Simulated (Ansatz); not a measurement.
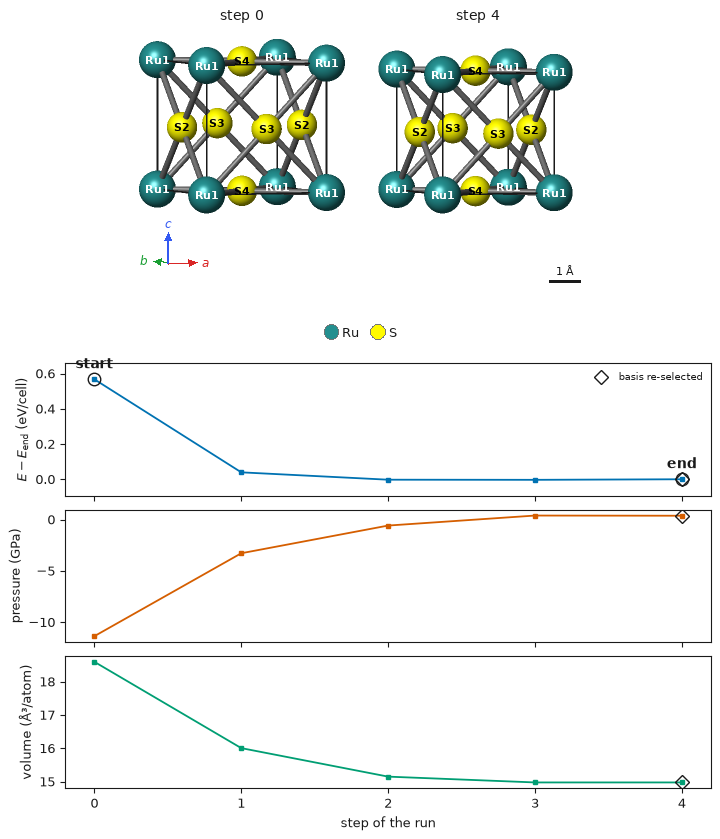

First and last geometry of a relaxation of a crystal of RuS3 (built on the Cu3Au (L1 type) (coarse preliminary run), with the history of the run. A ball-and-stick model of the cell of the calculation, seen from a free direction.

Case: Cu3Au (L1_2) type (Pm-3m, No. 221).

Computed with DFT r2SCAN, scalar-relativistic, plane waves, PAW (Ansatz).

Input
```yaml
crystal:
  lattice:
    - [4.2054450665, 0.0, 0.0]
    - [0.0, 4.2054450665, 0.0]
    - [0.0, 0.0, 4.2054450665]
  atoms:
    - { symbol: Ru, position: [0.0, 0.0, 0.0], spin: 2.27 }
    - { symbol: S, position: [0.0, 0.5, 0.5] }
    - { symbol: S, position: [0.5, 0.0, 0.5] }
    - { symbol: S, position: [0.5, 0.5, 0.0] }
basis:
  ecutwfc: 500
kpoints:
  mp_grid: { grid: [4, 4, 4] }
hamiltonian:
  xc: r2scan
scf:
  occupations: { method: gaussian, width: 0.1 }
  lower_state_search: "off"
output:
  forces: true
  stress: true
  eigenvalues: true
  populations: true
magnetization:
  spin_polarized: true
relax:
  adjacent_minimum: "off"
  f_tol: 0.04
  max_steps: 70
  cell: { stress_tol: 0.4 }
```

Run as
```bash
ansatz run input.yaml --threads 1 --pin off --max-ram 2560MiB --backend cpu --events-out ev --progress --plain --runs-dir out
```

> What do the curves and the structures tell?

It converged. Over 3 accepted moves (4 points after the start) the energy falls by 0.567 eV per cell of the calculation. All forces vanish by symmetry, so only the cell relaxes. The pressure goes from −11.36 to 0.37 GPa. At 1 point the geometry stayed and the basis and grid were re-selected for the new cell (energy shift of 3.2 meV per cell of the calculation at most each time). The atoms keep their places relative to the cell (all moves are under 0.005 Å). Cell: a = b = c 4.205 → 3.913 Å (−7.0 %). Volume −19.5 %. Near-neighbour distances that change, for instance: Ru1–S2 2.974 → 2.767 Å. The space group stays Pm-3m (No. 221). The run may lie on a higher electronic state than the lowest, so the end point isn't shown to be the ground-state structure.

```tsv
step	E − E(0), meV/atom	pressure, GPa	volume, Å³/atom	note
0	0.00	-11.36	18.594	
1	-131.93	-3.28	16.005	
2	-142.38	-0.59	15.149	
3	-142.56	0.39	14.975	
4	-141.76	0.37	14.975	same geometry, new basis
```

Limits of the set-up: the k-point mesh is coarse for a cell with partly filled bands.
